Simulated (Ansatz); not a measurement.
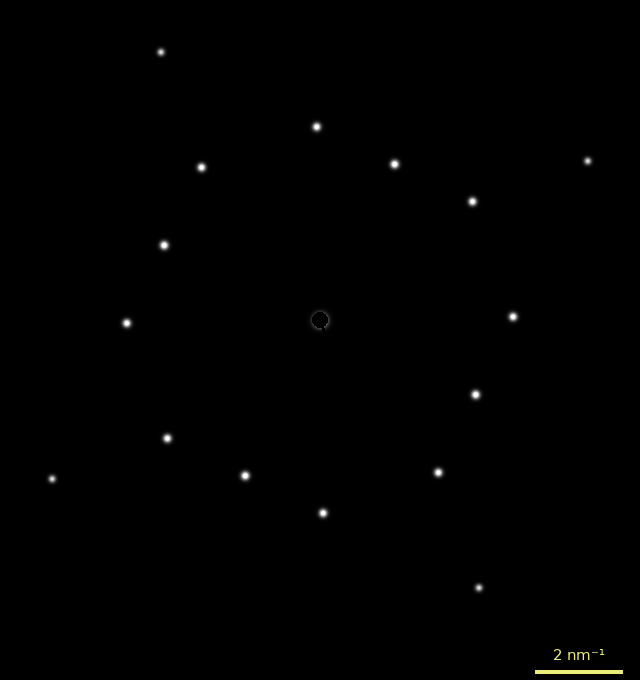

Kinematic zone-axis pattern, calculated for 300 keV electrons with B = 0.5 Å².

Q: What net do the spots form, and what spacings does it show?

A: The spots form a square net with both shortest vectors at d = 5.03 Å, 90.0° apart.

Q: What is the point symmetry of the pattern, intensities included?

A: 4mm. A zero-layer kinematic pattern is always centrosymmetric (Friedel's law). A fourfold pattern needs a tetragonal or cubic crystal seen along a 4 or -4 axis.

Q: What was simulated?

A: This cannot be fixed from one zone alone; the pattern is [001] of W, space group Pm-3n (No. 223), a = 5.03 Å. The net vectors are 1 0 0 (itself extinct) and 0 1 0 (itself extinct). Structure: the input geometry of an electronic-structure calculation (not necessarily at equilibrium).
